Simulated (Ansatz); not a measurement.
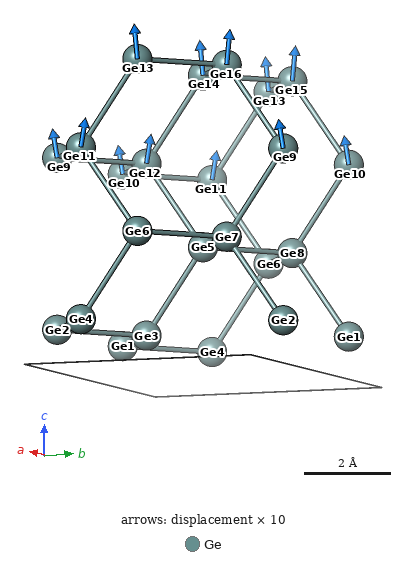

A constrained relaxation of a slab of composition Ge (cut from the Fd-3m phase). The starting structure is drawn; blue arrows show the displacements, 10 times their true length.

A ball-and-stick model of the cell of the calculation, outlined in the plane, without the vacuum, seen from a free direction.

Case: clean slab, lower planes held. The slab is the (1 1 0) face of Ge. 8 atoms are held fixed.

Method: DFT PBE+D3(BJ), scalar-relativistic, plane waves, PAW in Ansatz 0.2.0. (plane-wave cutoff 420 eV; k-point mesh 3 × 4 × 1; occupations gaussian; smearing width 0.1 eV; no spin polarisation; dipole correction; atoms relaxed in a fixed cell; force threshold 0.03 eV/Å; at most 70 steps)

What happened in the run?

Answer. The energy falls by 34.8 meV per cell of the calculation in 2 geometry steps. Largest force component: 0.22 eV/Å at the start, 0.0026 eV/Å at the end. The largest moves, 0.085 Å, are those of Ge13, Ge14, Ge15 and Ge16. Ge15 goes along the normal (+c). The cell doesn't change. Some distances before and after: Ge5–Ge12 2.468 → 2.519 Å, Ge10–Ge11 2.468 → 2.482 Å.
